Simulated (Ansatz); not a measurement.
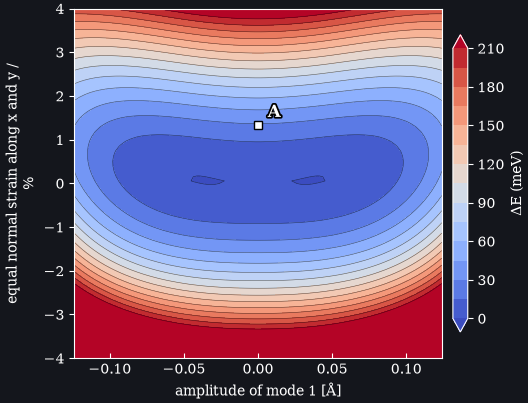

SrTiO3 (Pm-3m, No. 221; 5 atoms in the cell). The energy is mapped over a normal mode and a strain (zone-centre modes of the 5-atom cell of this scan) (x, y and z along the cube axes). Coordinates scanned: (1) amplitude of mode 1 (77i cm⁻¹), largest displacement in the unstrained cell; (2) equal normal strain along x and y. Nothing is relaxed (the pattern is fixed in fractional coordinates). Grid: 7 × 7 points; 28 points were computed and 21 follow by symmetry. Points are written as (first, second). All energies are given in meV per cell relative to the lowest grid point. These are results of Ansatz, DFT PBEsol, scalar-relativistic, plane waves, PAW, not measurements. Settings: cutoff 520 eV, k-mesh 8×8×8, gaussian smearing 0.05 eV, no spin polarisation.

Drawn: filled contours, one colour for all values above the top of the scale, the point A. Between grid points the surface is interpolated.

Q: Which way does the force act at A, and how strong is it?

A: A, at (0.000 Å, 1.33 %), is not a stationary point. The computed force is nearly zero along the first coordinate and 42 meV for each 1 % towards smaller values of the second coordinate.

PAW datasets: the set soft_1.
